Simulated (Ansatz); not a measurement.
# Calculations on F

Part 1: Relaxation

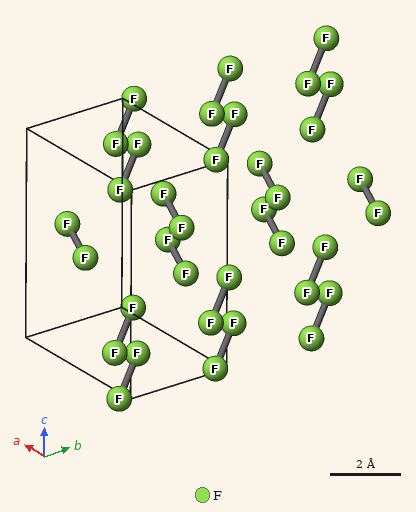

A crystal of F (set up in C2/c), before the relaxation. Style: ball-and-stick. Shown: the cell of the calculation, repeated 1 × 3 × 1 with one cell outlined, from a free direction.

Case: uniaxial strain along c of +1.0 %; a, b and atoms relaxed.

These are results of DFT r2SCAN, scalar-relativistic, plane waves, PAW in Ansatz, not measurements.

Input file:
```yaml
crystal:
  lattice:
    - [5.0751717694, 0.0, -0.0004741535]
    - [0.0, 3.4025742581, 0.0]
    - [-0.049429759, 0.0, 6.629685398]
  atoms:
    - { symbol: F, position: [0.7504259696, 0.84437499, 0.0947063835] }
    - { symbol: F, position: [0.2495740304, 0.84437499, 0.4052936165] }
    - { symbol: F, position: [0.2495740304, 0.15562501, 0.9052936165] }
    - { symbol: F, position: [0.7504259696, 0.15562501, 0.5947063835] }
    - { symbol: F, position: [0.2504259696, 0.34437499, 0.0947063835] }
    - { symbol: F, position: [0.7495740304, 0.34437499, 0.4052936165] }
    - { symbol: F, position: [0.7495740304, 0.65562501, 0.9052936165] }
    - { symbol: F, position: [0.2504259696, 0.65562501, 0.5947063835] }
basis:
  ecutwfc: 500
kpoints:
  mp_grid: { grid: [6, 8, 4] }
hamiltonian:
  xc: r2scan
scf:
  occupations: { method: gaussian, width: 0.02 }
output:
  forces: true
  stress: true
  eigenvalues: true
relax:
  adjacent_minimum: "off"
  f_tol: 0.008
  max_steps: 40
  cell: { stress_tol: 0.015, fix: [c, angles] }
```

Launched with:
```bash
ansatz run input.yaml --threads 1 --pin off --max-ram 2560MiB --backend cpu --events-out ev --progress --plain --runs-dir out
```

Question: Predict the outcome.

Answer: Over 9 accepted moves (12 points after the start) the energy falls by 1.0 meV per atom. The largest force component goes from 0.33 to 0.00011 eV/Å. The pressure goes from −1.04 to 0.00 GPa. The line search rejected the trial step at point 6 of the run. At 2 points the geometry stayed and the basis and grid were re-selected for the new cell (energy shift of 0.1 meV per atom at most each time). The largest moves relative to the cell, 0.008 Å, are those of 8 atoms (F1, F2, F3, F4 and others). F1 goes along −b. The drawn cell changes as follows: a 5.075 → 5.110 Å (+0.7 %), b 3.403 → 3.365 Å (−1.1 %), c unchanged at 6.630 Å; the volume changes by −0.4 %. Near-neighbour distances that change, for instance: F1–F7 1.410 → 1.400 Å. The space group stays C2/c (No. 15). The run took 5.4 min on 1 thread of Intel(R) Xeon(R) Platinum 8259CL CPU @ 2.50GHz (Skylake/Cascade Lake), with other jobs on the host, peak memory 0.84 GiB.

After the run, drawn alike:

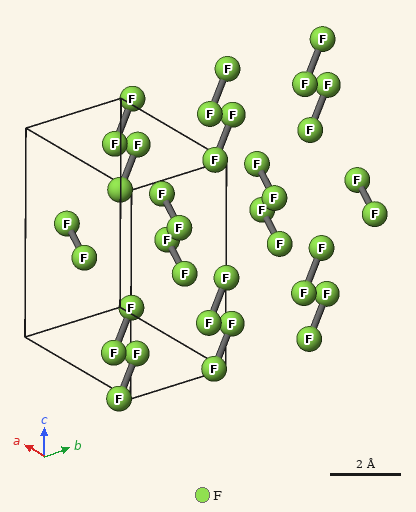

Limits of the set-up: layers or molecules are held without a dispersion correction, so their spacing is unreliable.

Part 2: Relaxation

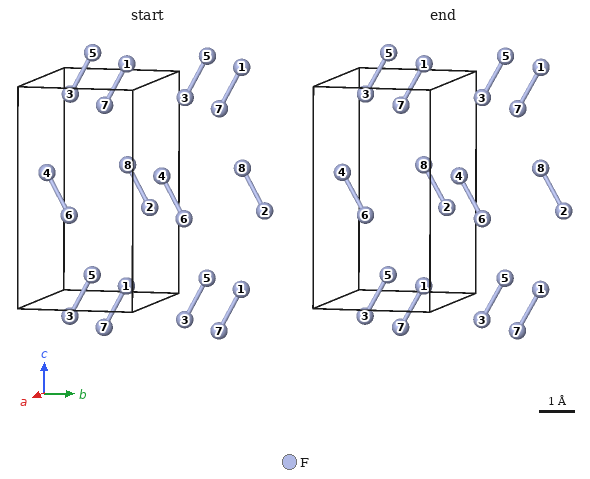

The structure of a crystal of F (set up in C2/c) before (left) and after (right) a relaxation, at one scale.

Style: ball-and-stick. Shown: the cell of the calculation, repeated 1 × 2 × 1 with one cell outlined, slightly off an axis.

Case: uniaxial strain along c of -2.0 %; a, b and atoms relaxed.

These are results of DFT r2SCAN, scalar-relativistic, plane waves, PAW in Ansatz, not measurements. (plane-wave cutoff 500 eV; k-point mesh 6 × 8 × 4; occupations gaussian; smearing width 0.02 eV; no spin polarisation; cell relaxed at fixed c, angles; force threshold 0.008 eV/Å; at most 40 steps)

What changed between the two?

Answer. Over 7 accepted moves (9 points after the start) the energy falls by 13.1 meV per cell of the calculation. Largest force component: 0.42 eV/Å at the start, 0.0012 eV/Å at the end. Pressure: 1.42 GPa at the start and 0.05 GPa at the end. The SCF was repeated twice at an unchanged geometry on a basis and grid sized afresh for the cell, which shifted the energy by 2.1 meV per cell of the calculation at most. The largest moves relative to the cell, 0.007 Å, are those of 8 atoms (F1, F2, F3, F4 and others). F1 goes roughly along +b. Cell: a 5.113 → 5.060 Å (−1.0 %), b 3.428 → 3.488 Å (+1.7 %), c unchanged at 6.433 Å. Volume +0.7 %. Among the contacts that change: F1–F7 1.388 → 1.400 Å. The space group stays C2/c (No. 15). Cost: 3.8 min on 1 thread of Intel(R) Xeon(R) Platinum 8259CL CPU @ 2.50GHz (Skylake/Cascade Lake), with other jobs on the host, peak memory 0.82 GiB.

Limits of the set-up: layers or molecules are held without a dispersion correction, so their spacing is unreliable.

Part 3: A change

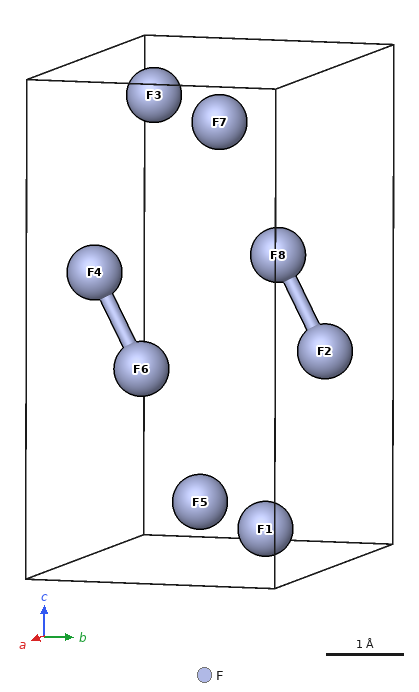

This is crystalline F (set up in C2/c). A ball-and-stick model of the cell of the calculation, seen slightly off an axis.

Theory: DFT r2SCAN, scalar-relativistic, plane waves, PAW in Ansatz 0.2.0. Set-up: plane-wave cutoff 500 eV; k-point mesh 6 × 8 × 4; occupations gaussian; smearing width 0.02 eV; no spin polarisation.

Change: Uniaxial strain along c, +1.0 %, is applied. The a and b axes and the atoms are relaxed.

Input file:

The input is the one shown above.

Question: Predict the response.

Answer: The energy changes by less than 1 meV per atom. The volume changes by +0.1 %, with a 5.088 → 5.110 Å (+0.4 %), b 3.411 → 3.365 Å (−1.4 %), c 6.564 → 6.630 Å (+1.0 %). The largest moves relative to the cell, 0.008 Å, are those of 8 atoms (F1, F2, F3, F4 and others). F5 goes along −b. The space group stays C2/c (No. 15).

The changed structure in the same view:

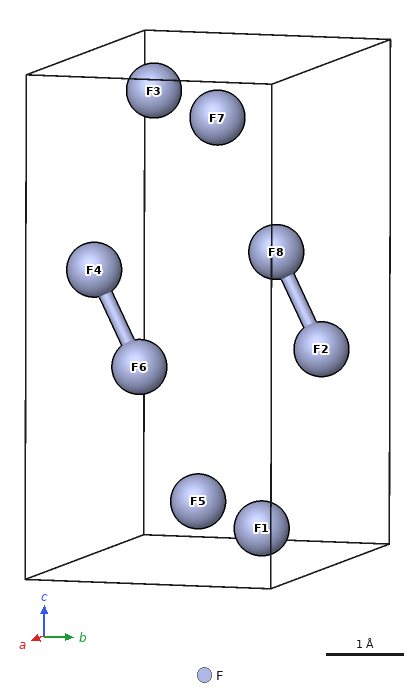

Limits of the set-up: layers or molecules are held without a dispersion correction, so their spacing is unreliable.

Part 4: Series

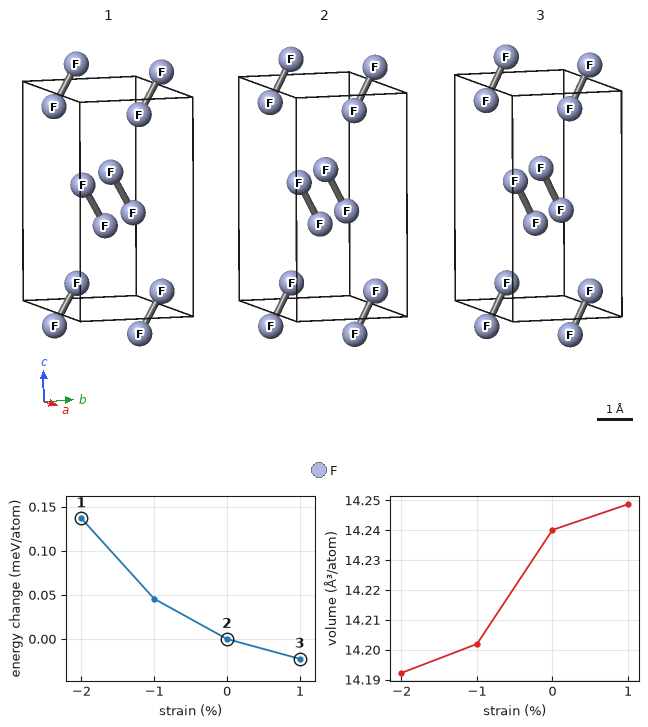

Members of a series of calculations on a crystal of F (set up in C2/c), marked on the first curve. The picture is a ball-and-stick view of the cell of the calculation, seen slightly off an axis.

These are results of DFT r2SCAN, scalar-relativistic, plane waves, PAW (Ansatz), not measurements. Set-up: plane-wave cutoff 500 eV; k-point mesh 6 × 8 × 4; occupations gaussian; smearing width 0.02 eV; no spin polarisation.

Question: Which kind of strain is it, and how does the structure respond?

Answer: Uniaxial strain along c; a, b and atoms relaxed. 1 (strain −2.0 %): energy change 0.1 meV/atom, volume 14.19 Å³ per atom. 2 (strain 0.0 %): energy change 0.0 meV/atom, volume 14.24 Å³ per atom. 3 (strain 1.0 %): energy change 0.0 meV/atom, volume 14.25 Å³ per atom. The rest compares 1 with 3. Cell: a 5.060 → 5.110 Å (+1.0 %), b 3.488 → 3.365 Å (−3.5 %), c 6.433 → 6.630 Å (+3.1 %). Volume +0.4 %. 

Limits of the set-up: layers or molecules are held without a dispersion correction, so their spacing is unreliable.
